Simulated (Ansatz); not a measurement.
**Single-point calculation of MoSe₂**

- system: MoSe₂ (6 atoms in the cell)
- method: DFT PBE+D3(BJ), scalar-relativistic, plane waves, PAW, spin-polarised (Ansatz 0.2.0)

The structure derives from an entry of the Crystallography Open Database. Figures and captions count atoms from 1; the log counts them from 0 in places.

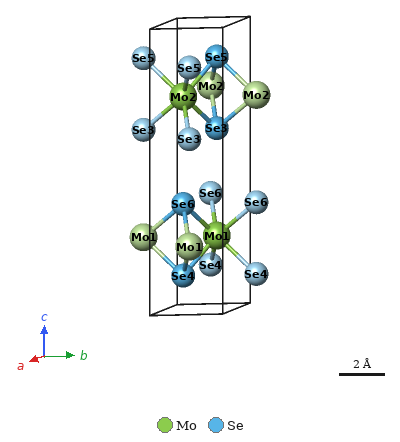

Figure 1. The structure as given in the input (ball-and-stick view of the cell of the calculation, seen slightly off an axis; neighbours outside the cell are drawn fainter; atoms are numbered from 1 in the order of the input). An atom can appear more than once, as a periodic image.

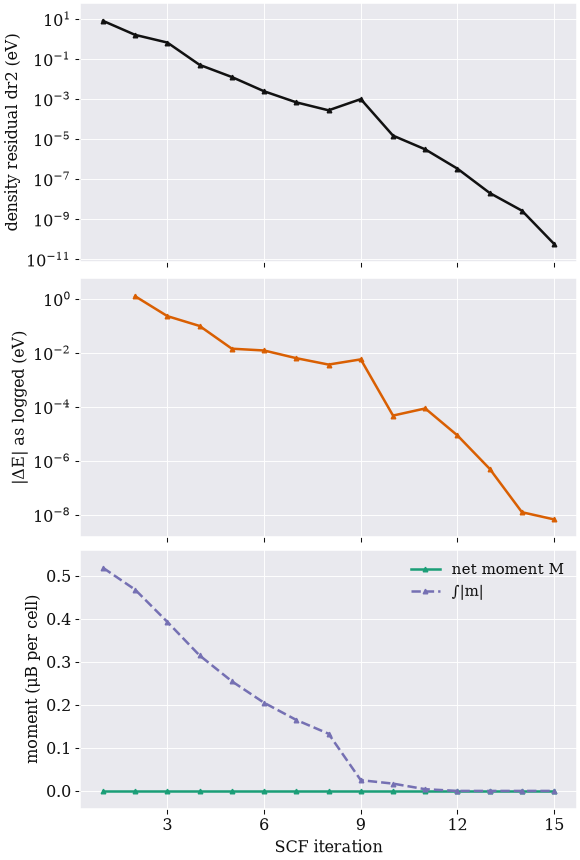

Figure 2. Convergence of the self-consistent field: density residual dr2, size of the energy change and magnetic moment against the SCF iteration. The residual comes down, with one marked jump up, by a factor of about 4, at step 9. The net moment stays at 0.0 μB per cell, and ∫|m| falls to zero.

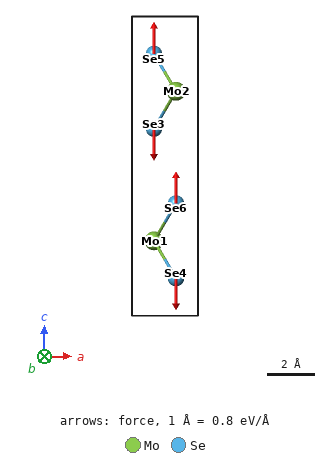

Figure 3. Forces on the atoms as red arrows (ball-and-stick view of the cell of the calculation, along the b axis; atoms are numbered from 1 in the order of the input). The largest act on all 4 Se atoms (1.11 eV/Å). The geometry is not a stationary point of this energy.

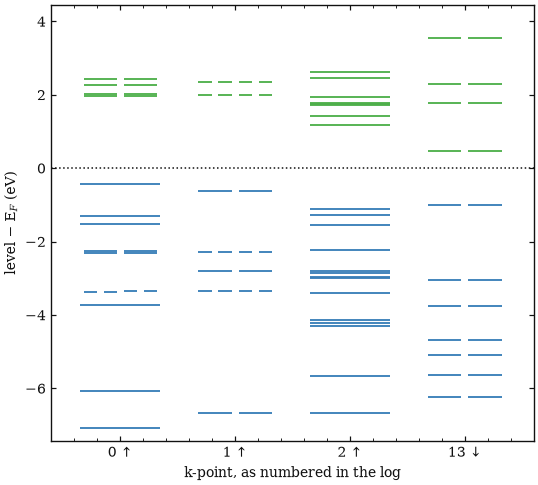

Figure 4. Kohn–Sham levels near the Fermi level (dotted) at the few k-points that the log prints; levels within 0.02 eV of each other stand side by side. Among these points the highest filled and lowest empty levels are 0.89 eV apart, which is the gap on the mesh.

The input and output of the run follow.

Input
```yaml
crystal:
  lattice:
    - [3.2879993385, 0.0, 0.0]
    - [-1.6439996693, 2.8474909548, 0.0]
    - [0.0, 0.0, 12.9]
  atoms:
    - { symbol: Mo, position: [0.3333333333, 0.6666666667, 0.25], spin: 1.0 }
    - { symbol: Mo, position: [0.6666666667, 0.3333333333, 0.75], spin: 1.0 }
    - { symbol: Se, position: [0.3333333333, 0.6666666667, 0.625] }
    - { symbol: Se, position: [0.6666666667, 0.3333333333, 0.125] }
    - { symbol: Se, position: [0.3333333333, 0.6666666667, 0.875] }
    - { symbol: Se, position: [0.6666666667, 0.3333333333, 0.375] }
basis:
  ecutwfc: 420
kpoints:
  mp_grid: { grid: [6, 6, 2] }
hamiltonian:
  xc: pbe
  dispersion: d3bj
scf:
  occupations: { method: gaussian, width: 0.1 }
  lower_state_search: "off"
output:
  forces: true
  stress: true
  eigenvalues: true
  populations: true
magnetization:
  spin_polarized: true
```

Run as:
```bash
ansatz run input.yaml --threads 4 --pin off --max-ram 10240MiB --backend cpu --events-out ev --progress --plain --runs-dir out
```

The program's output
```
Engine: ansatz 0.2.0, x86_64-unknown-linux-gnu
Pseudopotentials: kind: paw
Pseudopotential: Mo, paw, valence charge 14, recommended cutoff 420 eV (normal), Mo.paw.azcp
Pseudopotential: Se, paw, valence charge 16, recommended cutoff 420 eV (normal), Se.paw.azcp
Functional definition: PBE
  parameter kappa = 0.804
  parameter beta = 0.06672455060314922
  exchange = pbe_x(kappa = kappa, mu = beta*pi^2/3)
  correlation = pbe_c(beta = beta)
Crystal: 6 atoms, lattice volume = 120.777 Å³
Basis set: ecut = 420 eV, 2395 PW (Γ), exchange–correlation on 48×48×180 points (8 copies of the dense FFT grid, shifted against one another)
Bands: 57, of which v1, the nominal top of the filled ones, is band 46 counted from 1 (45 counted from 0)
Symmetry: 24 space group operations
Space group: P63/mmc (ITA 194), of the structure as read, at distance tolerance 4.9e-5 Å
Magnetic group: BNS 194.263 (UNI 1493), of the structure as read, at distance tolerance 4.9e-5 Å
k-points: 14 of 72
Non-local potential: Mo, projectors of the file, l = 0: 3, l = 1: 2, l = 2: 2, l = 3: 1
Non-local potential: Se, projectors of the file, l = 0: 2, l = 1: 2, l = 2: 3, l = 3: 1
PAW form: soft (Blöchl's): semilocal exchange-correlation on the pseudo side does not see the compensation charge
PAW one-centre angular grid: Mo, 590 points (default); XC on 64 Gauss nodes
PAW one-centre angular grid: Se, 590 points (default); XC on 64 Gauss nodes
Initial density: superposition of atomic densities (chi_scale 0.1, normalization cell)
Starting moments: Σ|m| = 2 μB on 2 of 6 sites
Initial wavefunctions: pseudopotential atomic-orbital guess
Functional: x = pbe(κ = 0.804, μ = 0.2195149727645171), c = pbe(β = 0.06672455060314922)
SCF iter   1: F=—  HF=-31796.561160 eV  |F-HF|=—  |Δ(HF+E_count)|=         —  Δρ=5.50e-2 (↑5.50e-2 ↓2.42e-2)  dr2=7.84e0  dr2_m=7.19e-1  M=0.000 μB ∫|m|=0.519 μB  β_m=0.30  ethr=3.10e-3  ⟨swp⟩=6.1  Hψ=5633  notcnv=0
preconditioner: auto → Resta (q_TF=auto, 2.607 Å⁻¹)  ε∞=5.4  [insulator: Δε(μ)=0.436 eV  Ē_g=9.682 eV  σ=0.100 eV  W_gap=1.00  n_scr=40 (ndim 8)  ℏωp=20.3 eV  f_vac=0.027  D(μ)=0.00/eV (n_scr^D=0)  ε∞_Penn≈5.4]
spin=Collinear: Resta preconditioning applied to the charge; magnetization (m = ρ↑ − ρ↓) channel mixes plain (no charge-response kernel on spin).
SCF iter   2: F=—  HF=-31795.320994 eV  |F-HF|=—  |Δ(HF+E_count)|=    1.24e0  Δρ=2.97e-2 (↑2.97e-2 ↓1.81e-2)  dr2=1.56e0  dr2_m=3.63e-1  M=0.000 μB ∫|m|=0.468 μB  β_m=0.30  ethr=3.10e-3  ⟨swp⟩=2.2  Hψ=2359  notcnv=0  defer=89
SCF iter   3: F=—  HF=-31795.093760 eV  |F-HF|=—  |Δ(HF+E_count)|=   2.27e-1  Δρ=1.63e-2 (↑1.63e-2 ↓1.55e-2)  dr2=6.45e-1  dr2_m=1.91e-1  M=0.000 μB ∫|m|=0.393 μB  β_m=0.30  ethr=1.69e-3  ⟨swp⟩=2.0  Hψ=2005  notcnv=0  defer=89
SCF iter   4: F=—  HF=-31794.995628 eV  |F-HF|=—  |Δ(HF+E_count)|=   9.81e-2  Δρ=1.09e-2 (↑1.09e-2 ↓8.98e-3)  dr2=4.97e-2  dr2_m=1.04e-1  M=0.000 μB ∫|m|=0.315 μB  β_m=0.30  ethr=7.01e-4  ⟨swp⟩=2.0  Hψ=2191  notcnv=0  defer=92
SCF iter   5: F=—  HF=-31795.009706 eV  |F-HF|=—  |Δ(HF+E_count)|=   1.41e-2  Δρ=7.93e-3 (↑6.65e-3 ↓7.93e-3)  dr2=1.23e-2  dr2_m=5.69e-2  M=0.000 μB ∫|m|=0.255 μB  β_m=0.30  ethr=5.40e-5  ⟨swp⟩=1.9  Hψ=2145  notcnv=0  defer=88
SCF iter   6: F=—  HF=-31795.021790 eV  |F-HF|=—  |Δ(HF+E_count)|=   1.21e-2  Δρ=5.82e-3 (↑5.82e-3 ↓4.94e-3)  dr2=2.39e-3  dr2_m=3.18e-2  M=0.000 μB ∫|m|=0.205 μB  β_m=0.30  ethr=1.34e-5  ⟨swp⟩=2.0  Hψ=2095  notcnv=0  defer=88
SCF iter   7: F=—  HF=-31795.028069 eV  |F-HF|=—  |Δ(HF+E_count)|=   6.28e-3  Δρ=4.10e-3 (↑3.95e-3 ↓4.10e-3)  dr2=6.69e-4  dr2_m=1.78e-2  M=0.000 μB ∫|m|=0.165 μB  β_m=0.30  ethr=2.60e-6  ⟨swp⟩=1.9  Hψ=2023  notcnv=0  defer=88
Mixer restart at iter 7: flushing history
spin-set hold released at iteration 7 (site moments contracting): the magnetisation degrees of freedom join the quasi-Newton model from the next iteration; the mixer history was flushed
SCF iter   8: F=—  HF=-31795.031712 eV  |F-HF|=—  |Δ(HF+E_count)|=   3.64e-3  Δρ=3.05e-3 (↑3.05e-3 ↓3.02e-3)  dr2=2.68e-4  dr2_m=1.01e-2  M=0.000 μB ∫|m|=0.133 μB  β_m=0.65  ethr=7.27e-7  ⟨swp⟩=2.0  Hψ=1769  notcnv=0  defer=88
SCF iter   9: F=—  HF=-31795.037386 eV  |F-HF|=—  |Δ(HF+E_count)|=   5.67e-3  Δρ=5.44e-4 (↑1.56e-4 ↓5.44e-4)  dr2=9.72e-4  dr2_m=9.13e-5  M=0.000 μB ∫|m|=0.025 μB  β_m=0.57  ethr=2.91e-7  ⟨swp⟩=2.7  Hψ=2931  notcnv=0  defer=88
SCF iter  10: F=—  HF=-31795.037339 eV  |F-HF|=—  |Δ(HF+E_count)|=   4.69e-5  Δρ=2.13e-4 (↑2.13e-4 ↓1.77e-4)  dr2=1.46e-5  dr2_m=4.05e-5  M=0.000 μB ∫|m|=0.017 μB  β_m=0.78  ethr=2.91e-7  ⟨swp⟩=2.0  Hψ=2084  notcnv=0  defer=88
SCF iter  11: F=—  HF=-31795.037425 eV  |F-HF|=—  |Δ(HF+E_count)|=   8.61e-5  Δρ=5.14e-5 (↑4.65e-5 ↓5.14e-5)  dr2=3.01e-6  dr2_m=2.36e-6  M=0.000 μB ∫|m|=0.004 μB  β_m=0.89  ethr=1.58e-8  ⟨swp⟩=2.2  Hψ=2838  notcnv=0  defer=88
SCF iter  12: F=—  HF=-31795.037434 eV  |F-HF|=—  |Δ(HF+E_count)|=   8.58e-6  Δρ=5.85e-6 (↑5.85e-6 ↓5.73e-6)  dr2=3.27e-7  dr2_m=5.20e-9  M=0.000 μB ∫|m|=0.000 μB  β_m=0.95  ethr=3.27e-9  ⟨swp⟩=2.5  Hψ=2975  notcnv=0  defer=88
iter 13 did not close the SCF: its close was put off for a magnetic moment that had not settled (scf_convergence_deferred on its scf_iter line)
SCF iter  13: F=-31795.037434 eV  HF=-31795.037434 eV  |F-HF|=1.20e-8  |Δ(HF+E_count)|=   4.97e-7  Δρ=2.27e-6 (↑2.27e-6 ↓2.05e-6)  dr2=2.00e-8  dr2_m=1.94e-9  M=-0.000 μB ∫|m|=0.000 μB  β_m=0.83  ethr=1.09e-10  ⟨swp⟩=10.6  Hψ=7128  notcnv=0
iter 14 did not close the SCF: its close was put off for a magnetic moment that had not settled (scf_convergence_deferred on its scf_iter line)
SCF iter  14: F=-31795.037434 eV  HF=-31795.037434 eV  |F-HF|=5.01e-9  |Δ(HF+E_count)|=   1.23e-8  Δρ=1.06e-6 (↑9.72e-7 ↓1.06e-6)  dr2=2.62e-9  dr2_m=7.15e-10  M=-0.000 μB ∫|m|=0.000 μB  β_m=0.89  ethr=2.17e-11  ⟨swp⟩=2.0  Hψ=5076  notcnv=0
SCF iter  15: F=-31795.037434 eV  HF=-31795.037434 eV  |F-HF|=1.13e-10  |Δ(HF+E_count)|=   6.64e-9  Δρ=1.89e-7 (↑1.89e-7 ↓1.88e-7)  dr2=5.67e-11  dr2_m=2.76e-11  M=-0.000 μB ∫|m|=0.000 μB  ethr=2.85e-12  ⟨swp⟩=1.8  Hψ=4825  notcnv=0
WARN: the starting moments were not kept: the SCF closed with an absolute magnetisation of 1.3e-5 μB, where they sum to 2 μB in size (2 sites). That is at most 0.1 of that sum. Measured as dr2_m measures the in/out step, that magnetisation stands 7.8e-12 eV from none, at or under the dr2_threshold of 1.0e-7 eV: it is no larger than a step whose dr2_m would equal this threshold. The system may hold no moment; this SCF shows only that its start led to no more than that. To try another start: raise the starting moments (crystal.atoms[].spin, magnetization.per_species, magnetization.initial_magnetization, or on a non-collinear deck that types none of these the spinor_matrix: blocks that start its atoms; where the total moment is fixed, keep their sum and leave initial_magnetization as it is; typed ones take the place of any that the run laid by itself, positive ones on a crystal's lanthanoids without a Hubbard term where scf.initial_density.shell_occupations: [] is typed) or, if the notice of its spin-set hold's release reads "site moments contracting" or "site moments show no strong build", lengthen the hold (scf.mixing.spin_hold: { on: { confirm: 4 } }; for m-r²SCAN on two components see the key's manual first). Each may lead to a state that holds a moment. A second SCF, from the converged charge density, with the starting moments and any scf.initial_density.shell_occupations laid on it anew, would have followed, and was not run: the deck does not ask for one (magnetization.retry_lost_moments is false, the default). To let it run, set magnetization.retry_lost_moments: true and run the deck again, where that key's refused combinations let it; where memory then withholds it, that run's warning says so.
SCF 1 converged in 15 iterations: F = -31795.037434 eV  dr2 = 5.67e-11
  greatest PAW one-centre occupation: 1.000 electrons in one spin orbital (limit 2), on the Se atom at site 5 (counted from 0), in its partial waves of l = 2
SCF converged after 15 iterations
Magnetization: -0.0000 μB (46.0000 up, 46.0000 down)
Absolute magnetization: 0.0000 μB (∫|ρ↑−ρ↓|, with the PAW one-centre terms)
Spin contamination: 0.0000 ħ² per cell (⟨S²⟩ above its minimum at these occupations)
Per-site moments (μB) at R_I (Å): [(-1.8177002170132855e-6, 1.0274316620550379), (-1.817700216852526e-6, 1.0274316620550374), (1.0728189843338154e-6, 1.027431662055038), (1.0728189841700882e-6, 1.0274316620550379), (1.072818984233852e-6, 1.0274316620550374), (1.072818984099457e-6, 1.0274316620550379)]
Free energy (F): -31795.037434 eV
Harris-Foulkes:  -31795.037434 eV  (|F-HF|=1.13e-10)
Internal energy: -31795.037434 eV  (E = F + TS)
E sigma→0 (E₀):  -31795.037434 eV
Fermi energy:    13.016645 eV
--- Per-component energies (eV) ---
  E_band       = -1628.655500
  E_kinetic    = 1365.639548
  E_local      = -12145.299410  (includes V_loc(G=0)·N_el)
  E_nonlocal   = -2095.759145
  E_hartree    = 5758.056113
  E_xc         = -788.293751
  E_vxc        = -856.828612  (∫ρ·V_xc dr)
  E_paw        = -14048.192402  (= ΣΔE_a)
  E_vpaw       = 587.482526  (= ΣTr[D̂ρ^β])
  E_aug_tail   = -0.002290  (compensation charges beyond the density's cutoff)
  E_ewald      = -9838.367478
  E_disp       = -2.818618  (pairwise vdW)
  E_smearing   = -0.000000  (= −TS)
  E_closure    = 0.000000  (closes the sum)
  Σ components = -31795.037434   (vs F -31795.037434, Δ=0.00e0)
--- Forces (eV/Å), atoms counted from 1 ---
  atom   1  Mo     0.00000000    -0.00000000     0.00000000
  atom   2  Mo     0.00000000     0.00000000    -0.00000000
  atom   3  Se    -0.00000000     0.00000000    -1.10741281
  atom   4  Se     0.00000000    -0.00000000    -1.10741281
  atom   5  Se    -0.00000000     0.00000000     1.10741281
  atom   6  Se     0.00000000    -0.00000000     1.10741281
  max |Σ_I F_I| component: 1.97e-17 eV/Å
--- Stress (GPa, compression-positive) ---
        2.418520      -0.000000       0.000000
       -0.000000       2.418520      -0.000000
        0.000000      -0.000000       7.898673
  P = ⅓ Tr σ = 4.2452 GPa (42.452 kbar)
--- Band table (eV; the first three rows and the last of 28) ---
  k-point 0 ↑: bands = ["-48.6998", "-48.6998", "-35.3229", "-35.3229", "-35.3229", "-35.3229", "-35.3224", "-35.3224", "-35.3224", "-35.3224", "-35.2821", "-35.2821", "-35.2819", "-35.2819", "-35.2806", "-35.2806", "-35.2804", "-35.2804", "-35.2657", "-35.2655", "-35.2625", "-35.2622", "-22.8783", "-22.8783", "-22.6973", "-22.6973", "-22.6973", "-22.6973", "-2.4976", "-2.2652", "-1.3881", "-1.0168", "5.9267", "6.9426", "9.2791", "9.6533", "9.6533", "9.6660", "9.6660", "10.7179", "10.7179", "10.7567", "10.7567", "11.5052", "11.7086", "12.5863", "14.9949", "14.9949", "15.0456", "15.0456", "15.2809", "15.2809", "15.4557", "15.4557", "17.7653", "18.1526", "20.4701"]
  k-point 1 ↑: bands = ["-48.6998", "-48.6998", "-35.3229", "-35.3229", "-35.3229", "-35.3229", "-35.3224", "-35.3224", "-35.3224", "-35.3224", "-35.2820", "-35.2820", "-35.2820", "-35.2820", "-35.2805", "-35.2805", "-35.2805", "-35.2805", "-35.2656", "-35.2656", "-35.2623", "-35.2623", "-22.8783", "-22.8783", "-22.6973", "-22.6973", "-22.6973", "-22.6973", "-2.3978", "-2.3978", "-1.1878", "-1.1878", "6.3504", "6.3504", "9.6595", "9.6595", "9.6595", "9.6595", "10.2255", "10.2255", "10.7373", "10.7373", "10.7373", "10.7373", "12.3905", "12.3905", "15.0123", "15.0123", "15.0123", "15.0123", "15.3759", "15.3759", "15.3759", "15.3759", "17.9899", "17.9899", "20.6493"]
  k-point 2 ↑: bands = ["-48.6937", "-48.6937", "-35.3226", "-35.3226", "-35.3226", "-35.3225", "-35.3218", "-35.3217", "-35.3213", "-35.3213", "-35.2823", "-35.2821", "-35.2820", "-35.2819", "-35.2812", "-35.2810", "-35.2807", "-35.2805", "-35.2652", "-35.2650", "-35.2619", "-35.2617", "-22.8622", "-22.8622", "-22.7684", "-22.7684", "-22.7133", "-22.7133", "-2.1163", "-1.8919", "-1.1803", "-0.8482", "6.3570", "7.3441", "8.7188", "8.8071", "8.8694", "9.6061", "10.0238", "10.0568", "10.1689", "10.2235", "10.7810", "11.4746", "11.7416", "11.9036", "14.1868", "14.4440", "14.7269", "14.7677", "14.8034", "14.9544", "15.4620", "15.6331", "19.2661", "19.7071", "20.9610"]
  k-point 13 ↓: bands = ["-48.6720", "-48.6720", "-35.3209", "-35.3209", "-35.3199", "-35.3199", "-35.3196", "-35.3196", "-35.3193", "-35.3193", "-35.2838", "-35.2838", "-35.2825", "-35.2825", "-35.2817", "-35.2817", "-35.2811", "-35.2811", "-35.2633", "-35.2633", "-35.2598", "-35.2598", "-22.9115", "-22.9115", "-22.8700", "-22.8700", "-22.8054", "-22.8054", "-0.2951", "-0.2951", "-0.1514", "-0.1514", "6.7761", "6.7761", "7.3684", "7.3684", "7.9261", "7.9261", "8.3366", "8.3366", "9.2524", "9.2524", "9.9790", "9.9790", "12.0030", "12.0030", "13.4761", "13.4761", "14.7969", "14.7969", "15.3096", "15.3096", "16.5699", "16.5699", "18.7754", "18.7754", "19.6346"]
--- Löwdin populations: 6 sites ---
  site symbol       q [e]    m [muB]
     0     Mo     13.7913    -0.0000
     1     Mo     13.7913    -0.0000
     2     Se     16.0186     0.0000
     3     Se     16.0186     0.0000
     4     Se     16.0186     0.0000
     5     Se     16.0186     0.0000
  spilling = 0.003729 (of n_electrons = 92.000000)
```

Results in brief

```tsv
quantity	value
outcome	converged
space group (tolerance 0.01 Å)	P6₃/mmc (194)
electrons treated	92
free energy	−31795.0374 eV
Fermi energy	13.017 eV
gap on the k-point mesh	0.89 eV
net moment of the cell	0.00 μB
integrated absolute moment	0.00 μB
pressure	4.25 GPa
largest force (length of the vector)	1.107 eV/Å
hardware	4 threads of Intel Xeon (Granite Rapids), 32 GiB of memory available, shared host
wall time	2.9 s (CPU time 10 s)
peak memory	0.61 GiB
```

Notes

Warnings of the run: some starting moments were not kept.
